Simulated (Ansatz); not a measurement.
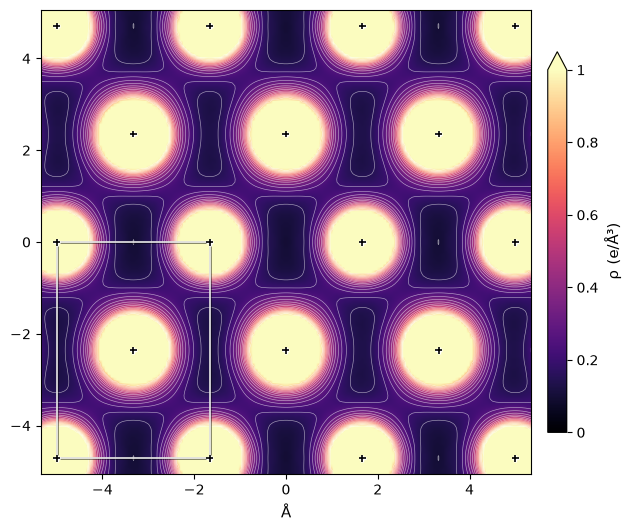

The valence pseudo-density on a plane through atoms (crosses mark nuclei in the plane).

All numbers below come from Ansatz, DFT, PBE, plane waves, PAW.

Candidates:
A. Si, a = 5.44 Å, b = 5.44 Å, c = 5.44 Å, α = 90.00°, β = 90.00°, γ = 90.00°. Space group Fd-3m; started from the diamond prototype, which need not be the ambient phase.
B. GaAs, a = 3.33 Å, b = 3.33 Å, c = 3.33 Å, α = 90.00°, β = 90.00°, γ = 90.00°. Space group Pm-3m; started from the CsCl prototype, which need not be the ambient phase; computed pressure about 2 GPa in this cell.

**Which candidate gave the map?**

Candidate B: GaAs on the (101̄) plane of the conventional cell, which holds Ga and As. Ga–As (2.88 Å): ρ is about 0.22 e/Å³ halfway.
